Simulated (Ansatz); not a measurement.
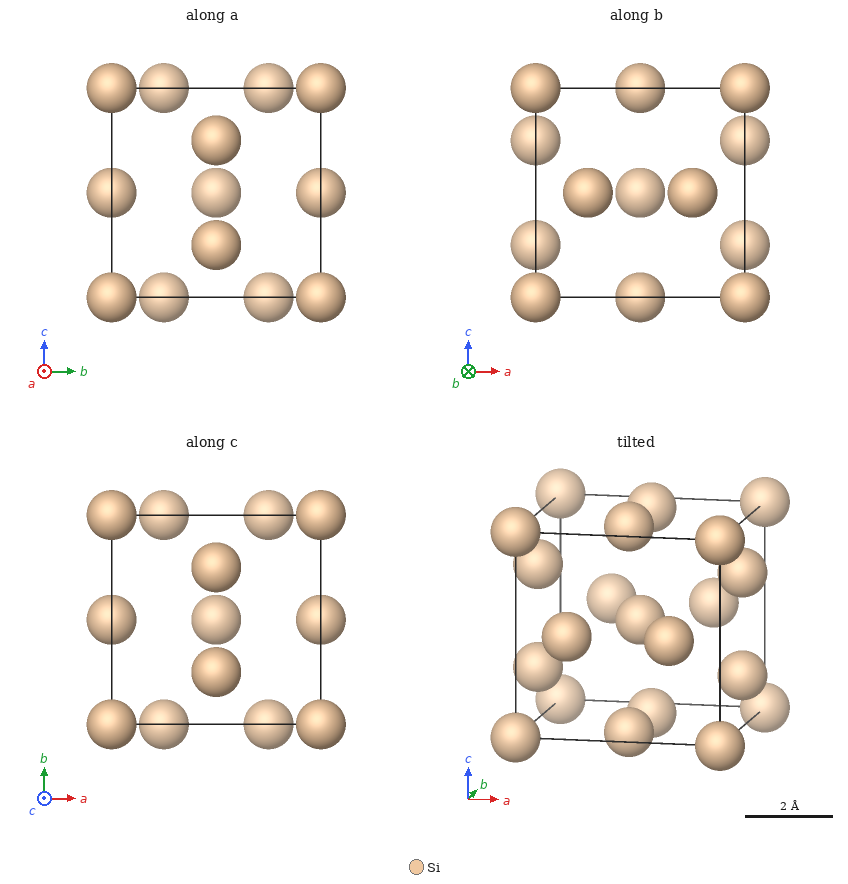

We look at a spheres-only model of the crystal along the a axis, along the b axis, along the c axis and slightly off an axis. Thin lines show the conventional unit cell, with boundary atoms drawn in all their periodic places.

Lattice parameters: a = 4.868 Å, b = 4.868 Å, c = 4.868 Å, α = 90.00°, β = 90.00°, γ = 90.00°.

Q: Express the structure as a table of Wyckoff sites.

A: Space group Pm-3n (No. 223).
```tsv
atom	site	x	y	z
Si	2a	0.0000	0.0000	0.0000
Si	6c	0.2500	0.0000	0.5000
```

The cell started as a structure type filled with this element by a generator (whether the element takes this form wasn't checked). The final geometry of a relaxation with DFT, PBEsol, plane waves (420 eV) with PAW, scalar-relativistic (Ansatz 0.2.0) is shown.
